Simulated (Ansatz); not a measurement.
**Band-structure calculation of Ga$_{4}$AsP$_{3}$**

Ga$_{4}$AsP$_{3}$ (P-43m, 8 atoms in the cell), computed with DFT PBE, scalar-relativistic, plane waves, PAW, no spin polarisation (Ansatz 0.2.0).

The structure was made by a generator, so it may or may not be a known phase. Figures and captions count atoms from 1; the log counts them from 0 in places.

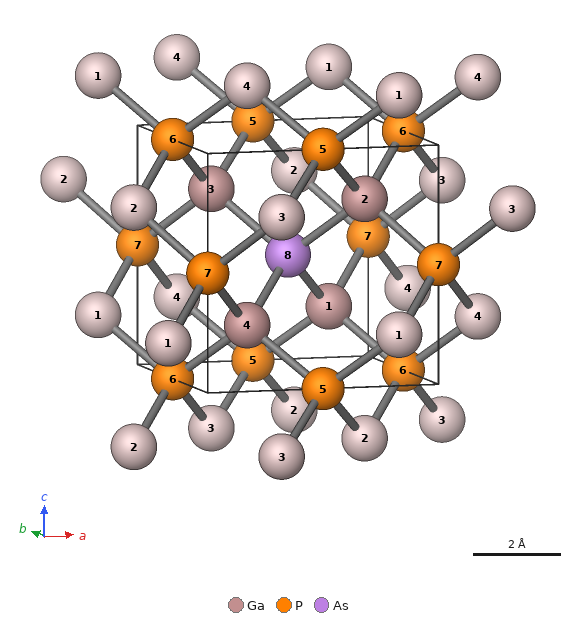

**Figure 1.** The structure (ball-and-stick view of the cell of the calculation, seen slightly off an axis; neighbours outside the cell are drawn fainter; atoms are numbered from 1 in the order of the input). An atom can appear more than once, as a periodic image. Near neighbours in the periodic cell (some may lie outside the picture): Ga has 1 As at 2.45 Å and 3 P at 2.40 Å; P has 4 Ga at 2.40 Å; As has 4 Ga at 2.45 Å.

## Input
```yaml
crystal:
  lattice:
    - [5.5637786, 0.0, 0.0]
    - [0.0, 5.5637786, 0.0]
    - [0.0, 0.0, 5.5637786]
  atoms:
    - { symbol: Ga, position: [0.754503, 0.754503, 0.245497] }
    - { symbol: Ga, position: [0.754503, 0.245497, 0.754503] }
    - { symbol: Ga, position: [0.245497, 0.754503, 0.754503] }
    - { symbol: Ga, position: [0.245497, 0.245497, 0.245497] }
    - { symbol: P, position: [0.5, 0.0, 0.0] }
    - { symbol: P, position: [0.0, 0.5, 0.0] }
    - { symbol: P, position: [0.0, 0.0, 0.5] }
    - { symbol: As, position: [0.5, 0.5, 0.5] }
basis:
  ecutwfc: 420
kpoints:
  mp_grid: { grid: [6, 6, 6] }
  band_path:
    path:
      - [[0.0, 0.0, 0.0], [0.0, 0.5, 0.0], [0.5, 0.5, 0.0], [0.0, 0.0, 0.0], [0.5, 0.5, 0.5], [0.0, 0.5, 0.0]]
      - [[0.5, 0.5, 0.5], [0.5, 0.5, 0.0]]
    npoints: 14
hamiltonian:
  xc: pbe
scf:
  occupations: { method: gaussian, width: 0.02 }
  n_extra_bands: 20
output:
  forces: true
  stress: true
  eigenvalues: true
  populations: true
  dos: { projected: true, de: 0.02, nscf_kmesh: { grid: [9, 9, 9] } }
  bader: true
  write_density: true
  write_potential: true
  elf: true
  volumetric_format: npy
```

Machine: 4 threads of Arm Neoverse V1, 24 GiB of memory available, shared host.

Command:
```bash
ansatz run input.yaml --threads 4 --pin off --max-ram 8192MiB --backend cpu --events-out ev --progress --plain --runs-dir out
```

## What the program printed
```
scf.n_extra_bands = 20 over 41 filled bands (N_el = 82.0): the run solves 61 bands
Engine: ansatz 0.2.0, aarch64-unknown-linux-gnu
Pseudopotentials: kind: paw
Pseudopotential: Ga, paw, valence charge 13, recommended cutoff 420 eV (normal), Ga.paw.azcp
Pseudopotential: P, paw, valence charge 5, recommended cutoff 420 eV (normal), P.paw.azcp
Pseudopotential: As, paw, valence charge 15, recommended cutoff 420 eV (normal), As.paw.azcp
Functional definition: PBE
  parameter kappa = 0.804
  parameter beta = 0.06672455060314922
  exchange = pbe_x(kappa = kappa, mu = beta*pi^2/3)
  correlation = pbe_c(beta = beta)
Crystal: 8 atoms, lattice volume = 172.230 Å³
Basis set: ecut = 420 eV, 3407 PW (Γ), exchange–correlation on 80×80×80 points (8 copies of the dense FFT grid, shifted against one another)
Bands: 61, of which v1, the nominal top of the filled ones, is band 41 counted from 1 (40 counted from 0)
Symmetry: 24 space group operations
Space group: P-43m (ITA 215), of the structure as read, at distance tolerance 5.6e-5 Å
k-points: 20 of 216 (time reversal used)
Non-local potential: Ga, projectors of the file, l = 0: 2, l = 1: 2, l = 2: 3, l = 3: 1
Non-local potential: P, projectors of the file, l = 0: 2, l = 1: 2, l = 2: 2
Non-local potential: As, projectors of the file, l = 0: 2, l = 1: 2, l = 2: 3, l = 3: 1
PAW form: soft (Blöchl's): semilocal exchange-correlation on the pseudo side does not see the compensation charge
PAW one-centre angular grid: Ga, 590 points (default); XC on 64 Gauss nodes
PAW one-centre angular grid: P, 110 points (default); XC on 64 Gauss nodes
PAW one-centre angular grid: As, 590 points (default); XC on 64 Gauss nodes
Initial density: superposition of atomic densities (neutral atoms: chi_scale 0, normalization atom), corrected by the library's trained network
Initial wavefunctions: pseudopotential atomic-orbital guess
Functional: x = pbe(κ = 0.804, μ = 0.2195149727645171), c = pbe(β = 0.06672455060314922)
SCF iter   1: F=—  HF=-22258.488728 eV  |F-HF|=—  |Δ(HF+E_count)|=         —  Δρ=1.61e-3  dr2=7.44e-3  ethr=1.77e-3  ⟨swp⟩=7.2  Hψ=5651  notcnv=0  defer=36
preconditioner: auto → Resta (q_TF=auto, 2.411 Å⁻¹)  ε∞=3.2  [insulator: Δε(μ)=1.157 eV  Ē_g=16.177 eV  σ=0.020 eV  W_gap=1.00  n_scr=32 (ndim 8)  ℏωp=24.0 eV  f_vac=0.031  D(μ)=0.00/eV (n_scr^D=0)  ε∞_Penn≈3.2]
SCF iter   2: F=—  HF=-22258.483189 eV  |F-HF|=—  |Δ(HF+E_count)|=   5.54e-3  Δρ=1.02e-3  dr2=1.96e-3  ethr=9.07e-6  ⟨swp⟩=2.4  Hψ=2269  notcnv=0  defer=289
SCF iter   3: F=—  HF=-22258.483046 eV  |F-HF|=—  |Δ(HF+E_count)|=   1.43e-4  Δρ=4.30e-4  dr2=5.48e-4  ethr=2.39e-6  ⟨swp⟩=2.0  Hψ=1446  notcnv=0  defer=289
SCF iter   4: F=—  HF=-22258.483219 eV  |F-HF|=—  |Δ(HF+E_count)|=   1.72e-4  Δρ=1.71e-4  dr2=5.96e-5  ethr=6.69e-7  ⟨swp⟩=2.0  Hψ=1250  notcnv=0  defer=289
SCF iter   5: F=—  HF=-22258.483269 eV  |F-HF|=—  |Δ(HF+E_count)|=   4.97e-5  Δρ=3.99e-5  dr2=3.75e-6  ethr=7.27e-8  ⟨swp⟩=2.0  Hψ=1650  notcnv=0  defer=289
SCF iter   6: F=—  HF=-22258.483276 eV  |F-HF|=—  |Δ(HF+E_count)|=   7.79e-6  Δρ=1.42e-5  dr2=3.16e-7  ethr=4.57e-9  ⟨swp⟩=2.5  Hψ=1782  notcnv=0  defer=289
SCF iter   7: F=-22258.483277 eV  HF=-22258.483277 eV  |F-HF|=4.72e-9  |Δ(HF+E_count)|=   7.68e-8  Δρ=4.69e-6  dr2=3.42e-8  ethr=1.22e-10  ⟨swp⟩=17.8  Hψ=10510  notcnv=0
SCF 1 converged in 7 iterations: F = -22258.483277 eV  dr2 = 3.42e-8
  greatest PAW one-centre occupation: 0.999 electrons in one spin orbital (limit 2), on the As atom at site 7 (counted from 0), in its partial waves of l = 2
NSCF: frozen V_eff on 86 k-points
NSCF: frozen V_eff on 35 k-points
SCF converged after 7 iterations
Free energy (F): -22258.483277 eV
Harris-Foulkes:  -22258.483277 eV  (|F-HF|=4.72e-9)
Internal energy: -22258.483277 eV  (E = F + TS)
E sigma→0 (E₀):  -22258.483277 eV
Fermi energy:    7.553818 eV
--- Per-component energies (eV) ---
  E_band       = -519.136897
  E_kinetic    = 774.214769
  E_local      = -10927.502101  (includes V_loc(G=0)·N_el)
  E_nonlocal   = 1130.646358
  E_hartree    = 5216.689117
  E_xc         = -538.699919
  E_vxc        = -491.793173  (∫ρ·V_xc dr)
  E_paw        = -11500.152097  (= ΣΔE_a)
  E_vpaw       = -1438.075601  (= ΣTr[D̂ρ^β])
  E_aug_tail   = -0.000433  (compensation charges beyond the density's cutoff)
  E_ewald      = -6413.678970
  E_smearing   = -0.000000  (= −TS)
  E_closure    = -0.000000  (closes the sum)
  Σ components = -22258.483277   (vs F -22258.483277, Δ=0.00e0)
--- Forces (eV/Å), atoms counted from 1 ---
  atom   1  Ga    -0.00589577    -0.00589577     0.00589577
  atom   2  Ga    -0.00589577     0.00589577    -0.00589577
  atom   3  Ga     0.00589577    -0.00589577    -0.00589577
  atom   4  Ga     0.00589577     0.00589577     0.00589577
  atom   5  P      0.00000000    -0.00000000     0.00000000
  atom   6  P      0.00000000    -0.00000000     0.00000000
  atom   7  P      0.00000000    -0.00000000    -0.00000000
  atom   8  As     0.00000000     0.00000000     0.00000000
  max |Σ_I F_I| component: 1.08e-16 eV/Å
--- Stress (GPa, compression-positive) ---
        0.023773      -0.000000       0.000000
       -0.000000       0.023773      -0.000000
       -0.000000      -0.000000       0.023773
  P = ⅓ Tr σ = 0.0238 GPa (0.238 kbar)
--- Band table (eV; the first three rows and the last of 20) ---
  k-point 0: bands = ["-27.8530", "-27.8530", "-27.8530", "-27.8440", "-27.8440", "-7.6983", "-7.6863", "-7.6863", "-7.5863", "-7.5863", "-7.5863", "-7.5351", "-7.5351", "-7.5351", "-7.5293", "-7.5293", "-7.5293", "-7.5292", "-7.5292", "-7.5292", "-7.5018", "-7.5018", "-7.4844", "-7.4844", "-7.4844", "-5.3496", "-2.8240", "-2.5618", "-2.5618", "0.3440", "0.3440", "0.3440", "4.3323", "4.3323", "4.3323", "4.4418", "4.4418", "4.4418", "6.9732", "6.9732", "6.9732", "8.1341", "8.4113", "8.7552", "8.7552", "8.7552", "8.7661", "8.7661", "10.8288", "10.8288", "10.8288", "15.2993", "16.6576", "16.6576", "16.9585", "16.9585", "16.9585", "17.2354", "17.2354", "17.2354", "17.8787"]
  k-point 1: bands = ["-27.8530", "-27.8530", "-27.8530", "-27.8440", "-27.8440", "-7.6937", "-7.6830", "-7.6815", "-7.5954", "-7.5829", "-7.5829", "-7.5400", "-7.5377", "-7.5377", "-7.5337", "-7.5325", "-7.5325", "-7.5277", "-7.5249", "-7.5249", "-7.5031", "-7.5007", "-7.4864", "-7.4864", "-7.4856", "-5.2376", "-3.0511", "-2.6774", "-2.5449", "0.3868", "0.3868", "0.8326", "4.1396", "4.1396", "4.1524", "4.2241", "4.5069", "4.5069", "5.9825", "6.6654", "6.6654", "8.5176", "8.9150", "9.1183", "9.2516", "9.2652", "9.2652", "9.2773", "10.5252", "11.2684", "11.2684", "15.6157", "15.8983", "15.9280", "15.9280", "16.0869", "16.3064", "16.5174", "16.5174", "16.7696", "17.1647"]
  k-point 2: bands = ["-27.8530", "-27.8530", "-27.8530", "-27.8440", "-27.8440", "-7.6833", "-7.6758", "-7.6673", "-7.6179", "-7.5733", "-7.5733", "-7.5516", "-7.5464", "-7.5464", "-7.5436", "-7.5352", "-7.5352", "-7.5222", "-7.5180", "-7.5180", "-7.5075", "-7.4977", "-7.4912", "-7.4912", "-7.4886", "-4.9102", "-3.7161", "-2.6696", "-2.5104", "0.4806", "0.4806", "1.9045", "3.7309", "3.7309", "3.8447", "3.8563", "4.6065", "4.8235", "4.8235", "6.0273", "6.0273", "8.6992", "9.6037", "9.7806", "10.3244", "10.4629", "10.4861", "10.4861", "10.5113", "12.3012", "12.3012", "14.1789", "14.2558", "14.2704", "14.2704", "14.6073", "15.0632", "15.0632", "15.7494", "17.0437", "17.2879"]
  k-point 19: bands = ["-27.8530", "-27.8530", "-27.8530", "-27.8440", "-27.8440", "-7.6648", "-7.6551", "-7.6551", "-7.6551", "-7.5681", "-7.5681", "-7.5681", "-7.5670", "-7.5670", "-7.5611", "-7.5611", "-7.5611", "-7.4983", "-7.4983", "-7.4983", "-7.4954", "-7.4954", "-7.4954", "-7.4932", "-7.4932", "-3.6862", "-3.3883", "-3.3883", "-3.3883", "0.3347", "0.5724", "0.5724", "0.5724", "5.6723", "5.6723", "5.7905", "5.7905", "5.7905", "6.1181", "6.1181", "6.1181", "8.3322", "8.3607", "8.3607", "8.3607", "11.5091", "11.5091", "11.5091", "11.6621", "11.6621", "11.6621", "11.8878", "11.8878", "14.6844", "15.1623", "15.1623", "15.1623", "17.1797", "17.5349", "17.5349", "17.5349"]
--- Löwdin populations: 8 sites ---
  site symbol       q [e]
     0     Ga     12.9431
     1     Ga     12.9431
     2     Ga     12.9431
     3     Ga     12.9431
     4      P      5.0059
     5      P      5.0059
     6      P      5.0059
     7     As     15.0204
  spilling = 0.002312 (of n_electrons = 82.000000)
--- Bader charges: 8 sites ---
  site symbol  charge [e]  shift [e]
     0     Ga      0.7990     0.0008
     1     Ga      0.7990     0.0008
     2     Ga      0.7990     0.0008
     3     Ga      0.7990     0.0008
     4      P     -0.8333     0.0009
     5      P     -0.8333     0.0009
     6      P     -0.8333     0.0009
     7     As     -0.6961     0.0006
  estimated error of the sums over rays = 4.2e-4 e
```

## File bader_charges.tsv
```
# site	symbol	x_ang	y_ang	z_ang	partial_charge_e	electrons	volume_ang3	relative_density_drop	shared_charge_e	partial_wave_shift_e
# quadrature_error_electrons = 4.2e-4
0	Ga	4.1979	4.1979	1.3659	0.79901	30.20099	16.19	-	0.79901	0.00080
1	Ga	4.1979	1.3659	4.1979	0.79901	30.20099	16.19	-	0.79901	0.00080
2	Ga	1.3659	4.1979	4.1979	0.79901	30.20099	16.19	-	0.79901	0.00080
3	Ga	1.3659	1.3659	1.3659	0.79902	30.20098	16.19	-	0.79902	0.00080
4	P	2.7819	0.0000	0.0000	-0.83332	15.83332	26.45	-	-0.83332	0.00087
5	P	0.0000	2.7819	0.0000	-0.83331	15.83331	26.45	-	-0.83331	0.00087
6	P	0.0000	0.0000	2.7819	-0.83332	15.83332	26.45	-	-0.83332	0.00087
7	As	2.7819	2.7819	2.7819	-0.69610	33.69610	28.14	-	-0.69610	0.00058
```

## File populations.tsv
```
# site	symbol	l	j	q
# orbitals = lowdin
# n_electrons = 82.000000
# spilling = 0.002312
0	Ga	0_4S	-	1.108371
0	Ga	1_4P	-	1.848542
0	Ga	2_3D	-	9.986147
1	Ga	0_4S	-	1.108371
1	Ga	1_4P	-	1.848542
1	Ga	2_3D	-	9.986147
2	Ga	0_4S	-	1.108371
2	Ga	1_4P	-	1.848542
2	Ga	2_3D	-	9.986147
3	Ga	0_4S	-	1.108371
3	Ga	1_4P	-	1.848542
3	Ga	2_3D	-	9.986147
4	P	0_3S	-	1.354758
4	P	1_3P	-	3.651161
5	P	0_3S	-	1.354758
5	P	1_3P	-	3.651161
6	P	0_3S	-	1.354758
6	P	1_3P	-	3.651161
7	As	0_4S	-	1.462958
7	As	1_4P	-	3.560541
7	As	2_3D	-	9.996901
```

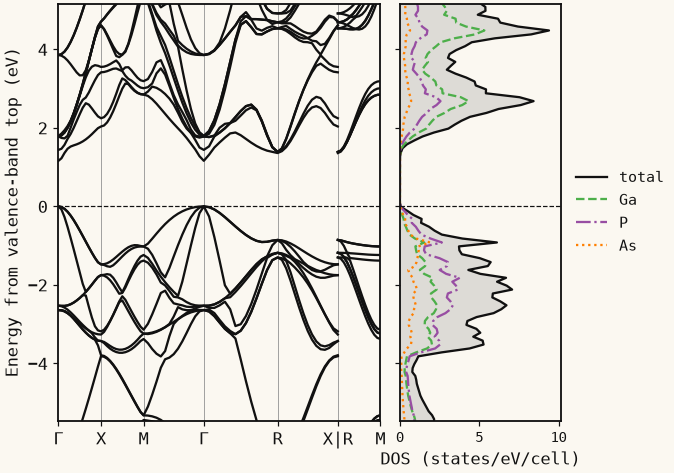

**Figure 2.** Band structure along Γ–X–M–Γ–R–X|R–M and density of states (projected on Löwdin-orthogonalised atomic shells), with energies from the valence-band top. There is a gap of 1.16 eV on this path, direct, at Γ.

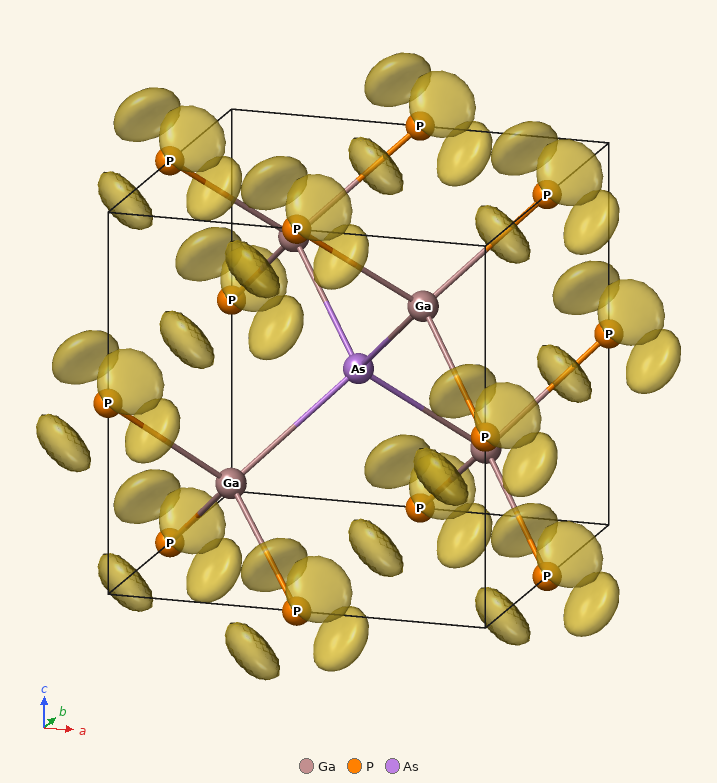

**Figure 3.** Isosurface of the ELF at 0.85 (yellow), seen slightly off an axis. Only the valence region is drawn (cores and ρ < 0.01 e/Å³ removed). Sticks mark near contacts. The outline is the cell set on symmetry axes. The ELF exceeds this value in twelve lobes of the valence shell of P pointing towards Ga, counted in one cell of 8 atoms. Along the contacts the grid gives the following. Ga–P (2.40 Å): the ELF is about 0.75 at the midpoint. In a PAW calculation such maps are meaningful between the atoms, not at the nuclei.

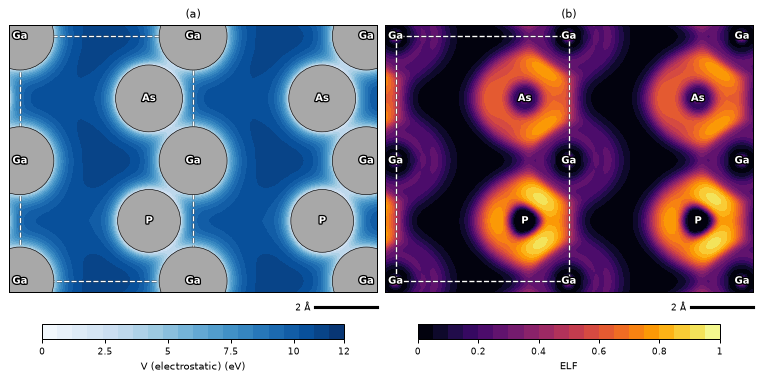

**Figure 4.** (a) electrostatic potential energy of an electron; (b) ELF on the (011) plane of the conventional cell. Grey discs, where drawn, cover atomic cores. The section cuts through Ga, P and As sites. Ga–P (2.40 Å): the ELF is about 0.75 at the midpoint. Ga–As (2.45 Å): the ELF peaks at about 0.80 between the atoms, which marks localised, shared-pair bonding. Outside the cores the potential energy rises away from the atoms and is highest about 2.4 Å from the nearest atoms; outside the discs it spans about 10 eV, and its zero is arbitrary.

## Results in brief

| quantity | value |
| --- | --- |
| outcome | converged |
| space group (tolerance 0.01 Å) | P-43m (215) |
| electrons treated | 82 |
| free energy | −22258.4833 eV |
| Fermi energy | 7.554 eV |
| gap on the k-point mesh | 1.16 eV |
| gap on the band path | 1.16 eV |
| pressure | 0.02 GPa |
| largest force (length of the vector) | 0.010 eV/Å |
| wall time | 58 s (CPU time 3.9 min) |
| peak memory | 0.9 GiB |
